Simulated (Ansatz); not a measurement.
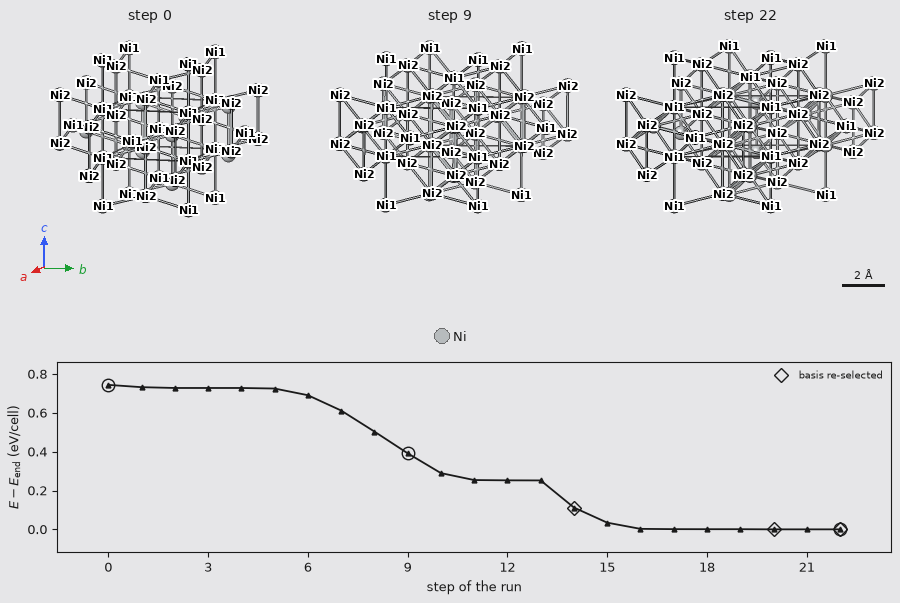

Frames of a relaxation of solid Ni (a generated structure, set up in I4_1/amd), marked on the history of the run. Style: ball-and-stick. Shown: the conventional cell (2 times the calculation's cell), slightly off an axis. Lengths and directions refer to the drawn axes.

Phase: beta-Sn type.

The calculation used Ansatz, DFT, PBE, plane waves (420 eV) with PAW, scalar-relativistic.

Input
```yaml
crystal:
  lattice:
    - [-2.1910720922, 2.1910720922, 1.1963253623]
    - [2.1910720922, -2.1910720922, 1.1963253623]
    - [2.1910720922, 2.1910720922, -1.1963253623]
  atoms:
    - { symbol: Ni, position: [0.0, 0.0, 0.0] }
    - { symbol: Ni, position: [0.75, 0.25, 0.5] }
hamiltonian:
  xc: pbe
  pseudopotentials:
    kind: paw
    azcp:
      Ni: "pseudopotentials/Ni.paw.azcp"
basis:
  ecutwfc: 420
  fft_grid_basis: typed
kpoints:
  mp_grid: { grid: [15, 15, 10], shift: [0, 0, 0] }
magnetization:
  spin_polarized: false
scf:
  occupations: { method: fermi_dirac, width: 0.1 }
relax:
  max_steps: 60
  f_tol: 0.01
  cell: {}
```

Launched with:
```bash
ansatz run input.yaml --threads 1 --pin off --max-ram 3584MiB --backend cpu --events-out ev --progress --plain --runs-dir out
```

Question: What happens along the run?

Answer: Over 19 accepted moves (22 points after the start) the energy falls by 0.744 eV per cell of the calculation. The largest force component goes from 0.00064 to under 0.0001 eV/Å. The pressure goes from 6.29 to −0.01 GPa. At 3 points the geometry stayed and the basis and grid were re-selected for the new cell (energy shift of 0.140 eV per cell of the calculation at most each time). The atoms keep their places relative to the cell (all moves are under 0.005 Å). Cell: a = b 4.382 → 4.699 Å (+7.2 %), c 2.393 → 2.434 Å (+1.7 %), γ 90.0° → 125.0°. Volume −4.2 %. Near-neighbour distances that change, for instance: Ni1–Ni1 3.322 → 2.489 Å, Ni1–Ni2 2.271 → 2.427 Å, Ni1–Ni1 (another image) 2.393 → 2.434 Å. New bonds form: Ni1–Ni1 (3.32 → 2.49 Å), Ni2–Ni2 (3.32 → 2.49 Å). Bond angles that change, for instance: Ni2–Ni1–Ni2 94.0° → 126.9°, Ni2–Ni1–Ni2 94.0° → 61.7°. The space group (tolerance 0.01 Å) goes from I4_1/amd (No. 141) to Fddd (No. 70). From step 0 to 9: volume −0.6 %, energy −0.352 eV per cell of the calculation. From step 9 to 22: volume −3.6 %, energy −0.392 eV per cell of the calculation.

```tsv
step	E − E(0), meV/atom	largest force component, eV/Å	pressure, GPa	volume, Å³/atom	note
0	0.00	0.0006	6.29	11.487	
1	-5.94	0.0004	3.08	11.686	
2	-8.01	0.0002	0.18	11.885	
3	-8.02	0.0001	-0.01	11.898	
4	-8.04	0.0002	-0.07	11.903	
5	-9.43	0.0022	-0.47	11.927	
6	-26.59	0.0122	-1.95	11.961	
7	-66.00	0.0204	-2.09	11.798	
8	-120.13	0.0137	-0.62	11.479	
9	-176.08	0.0001	-5.19	11.418	
10	-227.13	0.0005	-1.45	10.944	
11	-245.05	0.0016	-2.36	10.742	
12	-245.80	0.0025	1.18	10.624	
13	-246.02	0.0019	-0.01	10.654	
14	-315.83	0.0018	8.57	10.654	same geometry, new basis
15	-354.76	0.3135	4.83	10.775	
16	-370.73	0.0390	1.80	10.903	
17	-371.47	0.0028	-0.70	11.040	
18	-371.60	0.0009	0.02	10.999	
19	-371.60	0.0006	-0.01	11.000	
20	-371.99	0.0006	0.11	11.000	same geometry, new basis
21	-371.99	0.0000	-0.01	11.007	
22	-372.00	0.0000	-0.01	11.007	same geometry, new basis
```
